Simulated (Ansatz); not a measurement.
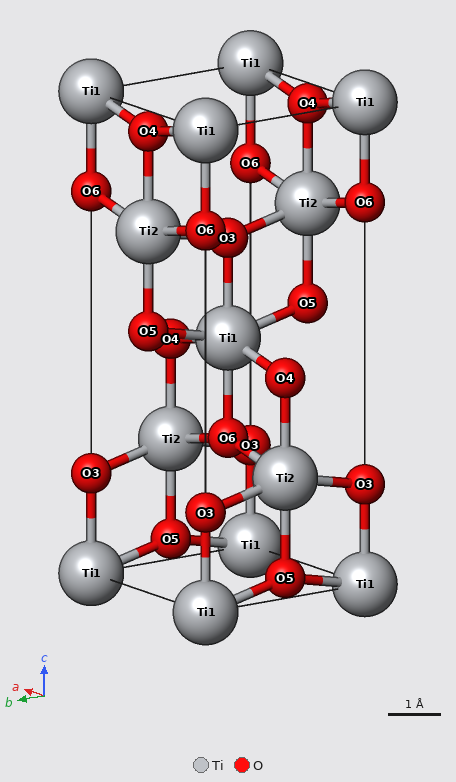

**Figure 1.** The structure as given in the input (ball-and-stick view of the cell 2 times as large as that of the calculation, set on its symmetry axes, seen at an oblique angle; atoms are numbered from 1 in the order of the input).

## GW calculation of TiO$_{2}$

TiO$_{2}$ (I4₁/amd, 6 atoms in the cell), computed with G0W0 on PBE, plane waves, PAW, no spin polarisation (Ansatz 0.2.0).

The structure derives from an entry of the Crystallography Open Database. The geometry comes from this level: r2SCAN. Figures and captions count atoms from 1; the log counts them from 0 in places.

What the program printed
```
Engine: ansatz 0.2.0, x86_64-unknown-linux-gnu
Pseudopotentials: kind: paw
Pseudopotential: Ti, paw, valence charge 12, recommended cutoff 420 eV (normal), Ti.paw.azcp
Pseudopotential: O, paw, valence charge 6, recommended cutoff 420 eV (normal), O.paw.azcp
Functional definition: PBE
  parameter kappa = 0.804
  parameter beta = 0.06672455060314922
  exchange = pbe_x(kappa = kappa, mu = beta*pi^2/3)
  correlation = pbe_c(beta = beta)
Crystal: 6 atoms, lattice volume = 68.386 Å³
Basis set: ecut = 420 eV, 1317 PW (Γ)
Bands: 30, of which v1, the nominal top of the filled ones, is band 24 counted from 1 (23 counted from 0)
Symmetry: 16 space group operations
Space group: I41/amd (ITA 141), of the structure as read, at distance tolerance 4.1e-5 Å
k-points: 30 of 216
Non-local potential: Ti, projectors of the file, l = 0: 3, l = 1: 2, l = 2: 3, l = 3: 1
Non-local potential: O, projectors of the file, l = 0: 2, l = 1: 2, l = 2: 1
PAW form: soft (Blöchl's): semilocal exchange-correlation on the pseudo side does not see the compensation charge
PAW one-centre angular grid: Ti, 590 points (default); XC on 64 Gauss nodes
PAW one-centre angular grid: O, 110 points (default); XC on 64 Gauss nodes
Initial density: superposition of atomic densities (neutral atoms: chi_scale 0, normalization atom), corrected by the library's trained network
Initial wavefunctions: pseudopotential atomic-orbital guess
Functional: x = pbe(κ = 0.804, μ = 0.2195149727645171), c = pbe(β = 0.06672455060314922)
SCF iter   1: F=—  HF=-7277.476431 eV  |F-HF|=—  |Δ(HF+E_count)|=         —  Δρ=3.44e-3  dr2=2.96e-3  ethr=1.77e-3  ⟨swp⟩=3.6  Hψ=3331  notcnv=0  defer=70
preconditioner: auto → none  [insulator: Δε(μ)=2.211 eV  Ē_g=9.657 eV  n_scr=14 (ndim 8)  ℏωp=25.4 eV  f_vac=0.104  ε∞_Penn≈7.9]
SCF iter   2: F=—  HF=-7277.478119 eV  |F-HF|=—  |Δ(HF+E_count)|=   1.69e-3  Δρ=2.52e-3  dr2=3.11e-3  ethr=6.17e-6  ⟨swp⟩=2.9  Hψ=1880  notcnv=0  defer=120
SCF iter   3: F=—  HF=-7277.477963 eV  |F-HF|=—  |Δ(HF+E_count)|=   1.56e-4  Δρ=1.44e-3  dr2=8.05e-4  ethr=6.17e-6  ⟨swp⟩=2.0  Hψ=1326  notcnv=0  defer=120
SCF iter   4: F=—  HF=-7277.478172 eV  |F-HF|=—  |Δ(HF+E_count)|=   2.08e-4  Δρ=6.34e-4  dr2=1.44e-4  ethr=1.68e-6  ⟨swp⟩=2.0  Hψ=1226  notcnv=0  defer=116
SCF iter   5: F=—  HF=-7277.478234 eV  |F-HF|=—  |Δ(HF+E_count)|=   6.23e-5  Δρ=1.44e-4  dr2=8.17e-6  ethr=3.00e-7  ⟨swp⟩=2.1  Hψ=1124  notcnv=0  defer=53
SCF iter   6: F=-7277.478238 eV  HF=-7277.478238 eV  |F-HF|=7.43e-8  |Δ(HF+E_count)|=   4.09e-6  Δρ=1.33e-5  dr2=3.03e-8  ethr=2.08e-10  ⟨swp⟩=7.8  Hψ=3763  notcnv=0
SCF 1 converged in 6 iterations: F = -7277.478238 eV  dr2 = 3.03e-8
  greatest PAW one-centre occupation: 0.999 electrons in one spin orbital (limit 2), on the Ti atom at site 1 (counted from 0), in its partial waves of l = 0
```

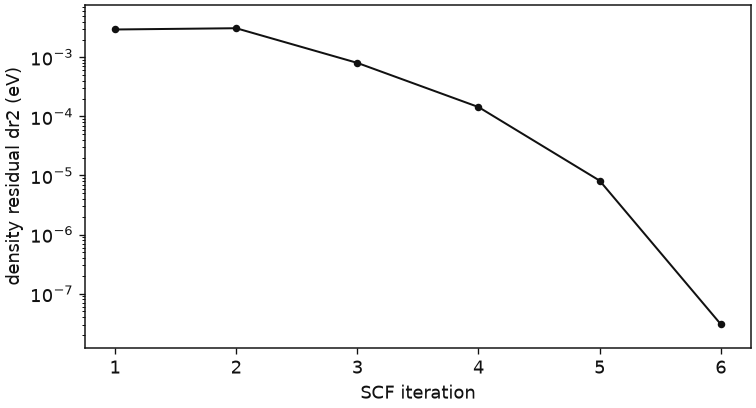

**Figure 2.** Convergence of the self-consistent field: density residual dr2 against the SCF iteration. The residual falls almost steadily, with no more than small rises.

```
NSCF: frozen V_eff on 30 k-points
G₀W₀ screening: q 1/30
G₀W₀ screening: q 2/30 (q-point 6)
G₀W₀ screening: q 3/30 (q-point 7)
G₀W₀ screening: q 4/30 (q-point 9)
G₀W₀ screening: q 5/30 (q-point 13)
G₀W₀ screening: q 6/30 (q-point 22)
G₀W₀ screening: q 7/30 (q-point 5)
G₀W₀ screening: q 8/30
G₀W₀ screening: q 9/30 (q-point 10)
G₀W₀ screening: q 10/30 (q-point 11)
G₀W₀ screening: q 11/30 (q-point 14)
G₀W₀ screening: q 12/30 (q-point 17)
G₀W₀ screening: q 13/30 (q-point 18)
G₀W₀ screening: q 14/30 (q-point 19)
G₀W₀ screening: q 15/30 (q-point 20)
G₀W₀ screening: q 16/30 (q-point 21)
G₀W₀ screening: q 17/30 (q-point 24)
G₀W₀ screening: q 18/30 (q-point 27)
G₀W₀ screening: q 19/30 (q-point 2)
G₀W₀ screening: q 20/30 (q-point 3)
G₀W₀ screening: q 21/30 (q-point 12)
G₀W₀ screening: q 22/30 (q-point 15)
G₀W₀ screening: q 23/30
G₀W₀ screening: q 24/30 (q-point 25)
G₀W₀ screening: q 25/30 (q-point 28)
G₀W₀ screening: q 26/30 (q-point 29)
G₀W₀ screening: q 27/30 (q-point 4)
G₀W₀ screening: q 28/30 (q-point 16)
G₀W₀ screening: q 29/30 (q-point 26)
G₀W₀ screening: q 30/30
G₀W₀ self-energy: k 1/24
G₀W₀ self-energy: k 2/24
G₀W₀ self-energy: k 3/24
G₀W₀ self-energy: k 4/24
G₀W₀ self-energy: k 5/24
G₀W₀ self-energy: k 6/24
G₀W₀ self-energy: k 7/24
G₀W₀ self-energy: k 8/24
G₀W₀ self-energy: k 9/24
G₀W₀ self-energy: k 10/24
G₀W₀ self-energy: k 11/24
G₀W₀ self-energy: k 12/24
G₀W₀ self-energy: k 13/24
G₀W₀ self-energy: k 14/24
G₀W₀ self-energy: k 15/24
G₀W₀ self-energy: k 16/24
G₀W₀ self-energy: k 17/24
G₀W₀ self-energy: k 18/24
G₀W₀ self-energy: k 19/24
G₀W₀ self-energy: k 20/24
G₀W₀ self-energy: k 21/24
G₀W₀ self-energy: k 22/24
G₀W₀ self-energy: k 23/24
G₀W₀ self-energy: k 24/24
NSCF: frozen V_eff on 1 k-points
NSCF: frozen V_eff on 1 k-points
NSCF: frozen V_eff on 1 k-points
SCF converged after 6 iterations
Free energy (F): -7277.478238 eV
Harris-Foulkes:  -7277.478238 eV  (|F-HF|=7.43e-8)
Internal energy: -7277.478238 eV  (E = F + TS)
E sigma→0 (E₀):  -7277.478238 eV
Fermi energy:    7.230822 eV
--- Per-component energies (eV) ---
  E_band       = -457.258703
  E_kinetic    = 1248.159756
  E_local      = -3578.492437  (includes V_loc(G=0)·N_el)
  E_nonlocal   = 196.557506
  E_hartree    = 1388.414371
  E_xc         = -492.881497
  E_vxc        = -624.193059  (∫ρ·V_xc dr)
  E_paw        = -2722.266796  (= ΣΔE_a)
  E_vpaw       = -476.130848  (= ΣTr[D̂ρ^β])
  E_aug_tail   = 0.010058  (compensation charges beyond the density's cutoff)
  E_ewald      = -3316.979199
  E_smearing   = -0.000000  (= −TS)
  E_closure    = 0.000000  (closes the sum)
  Σ components = -7277.478238   (vs F -7277.478238, Δ=0.00e0)
--- Band table (eV; the first three rows and the last of 30) ---
  k-point 0: bands = ["-49.0485", "-48.9896", "-25.5225", "-25.2875", "-25.2875", "-25.2182", "-25.2182", "-25.1318", "-10.3664", "-9.3403", "-9.2196", "-8.8639", "3.3262", "3.4624", "3.4624", "3.8493", "5.2278", "5.2278", "5.2813", "6.4986", "6.5075", "6.5075", "6.8243", "6.8243", "9.4279", "10.1422", "11.3298", "11.3298", "11.3404", "11.3404"]
  k-point 1: bands = ["-49.0435", "-48.9925", "-25.5197", "-25.3332", "-25.3036", "-25.2452", "-25.2177", "-25.1261", "-10.1083", "-9.1882", "-9.1097", "-8.7917", "3.0006", "3.1826", "3.2770", "3.9055", "4.7590", "5.2874", "5.4402", "5.7834", "5.9428", "6.1024", "6.6272", "7.0402", "10.2409", "10.3677", "10.5635", "11.0065", "11.0168", "11.3520"]
  k-point 2: bands = ["-49.0306", "-49.0012", "-25.5113", "-25.4181", "-25.3324", "-25.3004", "-25.2035", "-25.1364", "-9.5066", "-8.9321", "-8.8594", "-8.6628", "2.5764", "2.8413", "3.1095", "4.0705", "4.1961", "4.2337", "4.3510", "4.6512", "5.2548", "6.3579", "6.6836", "7.1767", "10.3315", "10.6081", "10.7812", "11.0932", "11.6175", "11.9192"]
  k-point 29: bands = ["-49.0192", "-49.0192", "-25.3305", "-25.3305", "-25.3104", "-25.3104", "-25.1950", "-25.1950", "-9.7902", "-9.7902", "-9.1286", "-9.1286", "3.5468", "3.5468", "3.5858", "3.5858", "5.2470", "5.2470", "5.9341", "5.9341", "6.0296", "6.0296", "7.1700", "7.1700", "9.7729", "9.7729", "11.0781", "11.0781", "11.6038", "11.6038"]
--- G₀W₀: contour deformation, 6 samples at zero and on the imaginary axis and 2 off it, 216 q-points, 204 empty bands' worth ---
  eigenvalues of the whole cell's RPA ε∞ on this k-mesh (on a slab, of 1 + 4πα/V) = 6.0286, 6.5822, 6.5822; static W/v taken at q = 0 is 0.155020
  gw.qp_kpoints: band_edges: 24 of 30 stored k-points solved, in 1 pass; an edge of the gap read off the rows below is read off those points alone
    valence top: of the k-points left out ik 7 came nearest to being solved in a further pass, in band 24 (counted from 1, as in the quasiparticle table): it holds the edge there only if its correction is more favourable than any solved in that band by at least 0.505 eV; those differ by 0.079 eV
    conduction bottom: of the k-points left out ik 27 came nearest to being solved in a further pass, in band 25 (counted from 1, as in the quasiparticle table): it holds the edge there only if its correction is more favourable than any solved in that band by at least 0.886 eV; those differ by 0.154 eV
    ik  band        ε_KS         Σx   Σc(E_QP)       V_xc       Z   E_QP_lin       E_QP  E_QP is
     0    23      6.8243   -25.3208     4.7388   -20.3235  0.7029     6.5644     6.5659  root
     0    24      6.8243   -25.3208     4.7388   -20.3235  0.7029     6.5644     6.5659  root
     0    25      9.4279   -13.0954    -6.4979   -20.8242  0.7308    10.6889    10.6590  root
     0    26     10.1422   -13.4580    -7.3352   -22.1321  0.7109    11.5262    11.4811  root
     1    23      6.6272   -25.8854     4.7180   -20.8908  0.7124     6.3491     6.3507  root
     1    24      7.0402   -25.7372     4.6952   -20.7946  0.7099     6.7916     6.7929  root
     1    25     10.2409   -13.3593    -7.3759   -22.0727  0.7110    11.6237    11.5784  root
     1    26     10.3677   -14.3182    -6.4049   -21.9478  0.7112    11.6283    11.5925  root
     2    23      6.6836   -25.3007     4.6856   -20.3523  0.7051     6.4193     6.4208  root
     2    24      7.1767   -25.6718     4.6797   -20.7724  0.7072     6.9561     6.9571  root
     2    25     10.3315   -13.6011    -7.3466   -22.3086  0.7109    11.7392    11.6924  root
     2    26     10.6081   -14.7210    -6.8175   -22.8901  0.7092    12.0060    11.9598  root
     3    23      7.2308   -25.7769     4.6562   -20.9050  0.7098     7.0142     7.0151  root
     3    24      7.2308   -25.7769     4.6562   -20.9050  0.7098     7.0142     7.0151  root
     3    25     10.6172   -13.8582    -7.4487   -22.6657  0.7040    12.0263    11.9760  root
     3    26     10.6172   -13.8582    -7.4487   -22.6657  0.7040    12.0263    11.9760  root
     4    23      6.5533   -25.9208     4.2283   -21.5037  0.7182     6.3639     6.3646  root
     4    24      6.8360   -25.6196     4.6843   -20.6732  0.7097     6.5726     6.5740  root
     4    25      9.9825   -14.0617    -6.2802   -21.5574  0.7192    11.2298    11.1981  root
     4    26     10.2588   -13.5035    -7.2966   -22.1225  0.7095    11.6259    11.5812  root
     5    23      6.6327   -25.9142     4.7094   -20.9098  0.7157     6.3358     6.3376  root
     5    24      6.8937   -25.2636     4.6463   -20.3686  0.7049     6.6438     6.6451  root
     5    25     10.3213   -13.5030    -7.3494   -22.2006  0.7110    11.7155    11.6695  root
     5    26     10.5214   -14.2469    -7.0455   -22.6588  0.7118    11.9346    11.8879  root
     6    23      6.9359   -25.4744     4.6226   -20.6187  0.7077     6.7017     6.7028  root
     6    24      7.1729   -25.6602     4.6371   -20.8060  0.7085     6.9548     6.9558  root
     6    25     10.4843   -13.8613    -7.3457   -22.5701  0.7075    11.8959    11.8473  root
     6    26     10.6463   -14.1431    -7.1222   -22.5917  0.7058    12.0193    11.9727  root
     8    23      6.6687   -25.6807     4.7196   -20.6796  0.7109     6.3856     6.3873  root
     8    24      6.7533   -25.1647     4.7070   -20.1906  0.7034     6.4846     6.4862  root
     8    25     10.4656   -13.7753    -7.3062   -22.4366  0.7095    11.8681    11.8207  root
     8    26     10.5108   -13.8347    -7.1382   -22.2987  0.7104    11.8815    11.8366  root
     9    23      6.7727   -25.2603     4.5391   -20.4959  0.7058     6.5463     6.5474  root
     9    24      7.0992   -25.6130     4.5933   -20.8008  0.7091     6.8794     6.8803  root
     9    25     10.4416   -14.1952    -6.9897   -22.5231  0.7113    11.8244    11.7798  root
     9    26     10.6843   -14.1219    -7.2685   -22.7315  0.7026    12.0744    12.0254  root
    10    23      6.6170   -25.8215     4.6254   -20.9359  0.7129     6.3554     6.3568  root
    10    24      6.9817   -25.5929     4.6610   -20.6839  0.7092     6.7323     6.7336  root
    10    25     10.2423   -13.5430    -7.1968   -22.0650  0.7127    11.6110    11.5675  root
    10    26     10.3413   -14.2094    -6.5077   -21.9550  0.7115    11.6158    11.5792  root
    12    23      6.6314   -25.4514     4.7098   -20.4652  0.7071     6.3533     6.3550  root
    12    24      6.8992   -25.5926     4.6322   -20.7114  0.7101     6.6489     6.6502  root
    12    25     10.3324   -13.8085    -7.0263   -22.1572  0.7141    11.6975    11.6548  root
    12    26     10.5275   -13.8872    -7.2555   -22.4969  0.7085    11.9292    11.8817  root
    13    23      6.6206   -25.0628     4.5829   -20.2313  0.7037     6.3706     6.3720  root
    13    24      7.0711   -25.3098     4.5446   -20.5525  0.7059     6.8574     6.8583  root
    13    25     10.3974   -14.0749    -7.0700   -22.4910  0.7110    11.7887    11.7435  root
    13    26     10.6162   -14.3502    -7.0316   -22.7332  0.7074    12.0148    11.9676  root
    14    23      7.0882   -25.3495     4.5078   -20.6333  0.7081     6.8789     6.8798  root
    14    24      7.0882   -25.3495     4.5078   -20.6333  0.7081     6.8789     6.8798  root
    14    25     10.7440   -14.2239    -7.2892   -22.8579  0.7012    12.1390    12.0888  root
    14    26     10.7440   -14.2239    -7.2892   -22.8579  0.7012    12.1390    12.0888  root
    15    23      6.9677   -25.7571     4.5819   -20.9521  0.7104     6.7435     6.7446  root
    15    24      6.9677   -25.7571     4.5819   -20.9521  0.7104     6.7435     6.7446  root
    15    25      9.4729   -13.1118    -6.5496   -20.8997  0.7297    10.7420    10.7112  root
    15    26     10.0911   -13.4253    -7.2733   -22.0305  0.7125    11.4669    11.4230  root
    16    23      6.7922   -25.0979     4.5044   -20.3673  0.7055     6.5649     6.5660  root
    16    24      7.0466   -25.2104     4.5019   -20.4964  0.7062     6.8335     6.8345  root
    16    25     10.5737   -14.4137    -6.9987   -22.7509  0.7076    11.9585    11.9122  root
    16    26     10.6773   -14.1768    -7.1988   -22.7219  0.7038    12.0722    12.0235  root
    17    23      6.7363   -25.7936     4.2447   -21.3610  0.7175     6.5478     6.5484  root
    17    24      6.7800   -25.3235     4.7241   -20.3329  0.7047     6.5120     6.5135  root
    17    25      9.9538   -13.6683    -6.5994   -21.5127  0.7195    11.2329    11.1987  root
    17    26     10.2858   -13.8559    -6.9627   -22.1083  0.7100    11.6170    11.5755  root
    19    23      6.5287   -25.6778     4.5363   -20.8859  0.7134     6.2717     6.2731  root
    19    24      6.8437   -25.3419     4.6106   -20.4794  0.7077     6.5904     6.5917  root
    19    25     10.2529   -13.7985    -6.9209   -22.0182  0.7144    11.5923    11.5517  root
    19    26     10.2955   -14.0016    -6.6900   -21.9520  0.7124    11.5940    11.5559  root
    21    23      6.6432   -25.1792     4.6904   -20.2216  0.7034     6.3744     6.3760  root
    21    24      6.8446   -25.6673     4.6508   -20.7697  0.7102     6.5965     6.5978  root
    21    25     10.3722   -13.8357    -6.8585   -21.9779  0.7145    11.6958    11.6559  root
    21    26     10.4968   -13.9070    -7.2635   -22.5251  0.7081    11.8989    11.8514  root
    23    23      6.5074   -25.2932     4.6877   -20.3391  0.7048     6.2394     6.2410  root
    23    24      6.7632   -25.1038     4.7260   -20.1089  0.7023     6.4925     6.4941  root
    23    25     10.4569   -13.5909    -7.5145   -22.4753  0.7072    11.8764    11.8268  root
    23    26     10.5359   -14.0001    -6.9199   -22.2204  0.7123    11.8785    11.8363  root
    24    23      7.0689   -25.7741     4.6609   -20.8881  0.7096     6.8427     6.8437  root
    24    24      7.0689   -25.7741     4.6609   -20.8881  0.7096     6.8427     6.8437  root
    24    25     10.4998   -13.9332    -7.2199   -22.4965  0.7081    11.8898    11.8432  root
    24    26     10.4998   -13.9332    -7.2199   -22.4965  0.7081    11.8898    11.8432  root
    25    23      7.1180   -26.0384     4.5499   -21.2805  0.7144     6.9092     6.9100  root
    25    24      7.1180   -26.0384     4.5499   -21.2805  0.7144     6.9092     6.9100  root
    25    25      9.5976   -13.1621    -6.6934   -21.1138  0.7265    10.8891    10.8558  root
    25    26      9.9542   -13.3425    -7.1094   -21.7644  0.7166    11.3073    11.2667  root
    26    23      6.8104   -25.4268     4.6770   -20.5007  0.7055     6.5599     6.5612  root
    26    24      6.8378   -25.8697     4.2802   -21.3998  0.7181     6.6474     6.6481  root
    26    25      9.9474   -13.3936    -6.8134   -21.4696  0.7197    11.2460    11.2100  root
    26    26     10.2877   -14.0896    -6.7344   -22.0921  0.7105    11.5950    11.5558  root
    28    23      6.6664   -25.1668     4.5743   -20.3385  0.7058     6.4110     6.4125  root
    28    24      6.6664   -25.1668     4.5743   -20.3385  0.7058     6.4110     6.4125  root
    28    25     10.2709   -13.8990    -6.7948   -21.9715  0.7137    11.5877    11.5487  root
    28    26     10.2709   -13.8990    -6.7948   -21.9715  0.7137    11.5877    11.5487  root
    29    23      7.1700   -26.1251     4.5508   -21.3694  0.7155     6.9642     6.9650  root
    29    24      7.1700   -26.1251     4.5508   -21.3694  0.7155     6.9642     6.9650  root
    29    25      9.7729   -13.2442    -6.8968   -21.4262  0.7218    11.0951    11.0580  root
    29    26      9.7729   -13.2442    -6.8968   -21.4262  0.7218    11.0951    11.0580  root
```

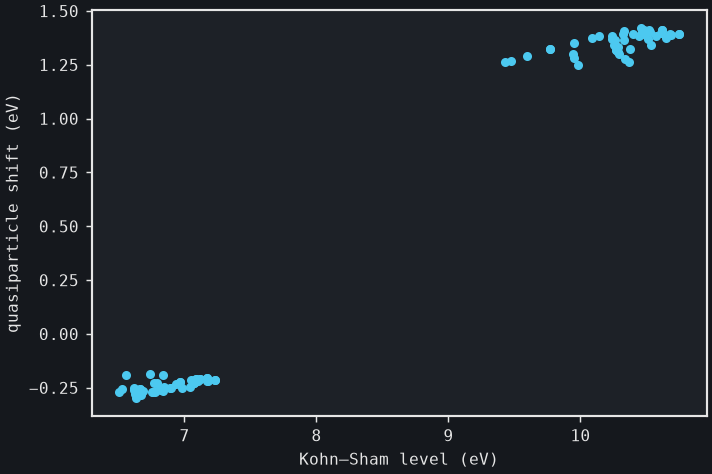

**Figure 3.** Quasiparticle corrections (linearised) against the Kohn–Sham levels, for the bands and k-points computed. On this mesh the gap goes from 2.20 to 3.64 eV.

The run was set up as follows.

Input file
```yaml
crystal:
  lattice:
    - [-1.8888992763, 1.8888992763, 4.7917248637]
    - [1.8888992763, -1.8888992763, 4.7917248637]
    - [1.8888992763, 1.8888992763, -4.7917248637]
  atoms:
    - { symbol: Ti, position: [0.0, 0.0, 0.0] }
    - { symbol: Ti, position: [0.75, 0.25, 0.5] }
    - { symbol: O, position: [0.2072851857, 0.2072851857, 0.0] }
    - { symbol: O, position: [0.9572851857, 0.4572851857, 0.5] }
    - { symbol: O, position: [0.5427148143, 0.0427148143, 0.5] }
    - { symbol: O, position: [0.7927148143, 0.7927148143, 0.0] }
kpoints:
  mp_grid: { grid: [6, 6, 6] }
hamiltonian:
  xc: pbe
scf:
  occupations: { method: fixed }
gw:
  n_empty_bands: 204
  ecut_chi: 120
  qp_bands: [v2, c2]
  qp_kpoints: band_edges
  screening: { model: contour_deformation }
```

Launched with:
```bash
ansatz run input.yaml --threads 4 --pin off --max-ram 9216MiB --backend cpu --events-out ev --progress --plain --runs-dir out
```

Results in brief

- outcome: converged
- space group (tolerance 0.01 Å): I4₁/amd (141)
- electrons treated: 48
- free energy: −7277.4782 eV
- Fermi energy: 7.231 eV
- gap on the k-point mesh: 2.20 eV
- quasiparticle gap on the mesh: 3.64 eV
- hardware: 4 threads of Intel Xeon (Sapphire Rapids), 192 GiB of memory available, shared host
- wall time: 8.4 min (CPU time 27 min)
- peak memory: 0.86 GiB

Remarks

The GW levels are not extrapolated in basis or mesh.
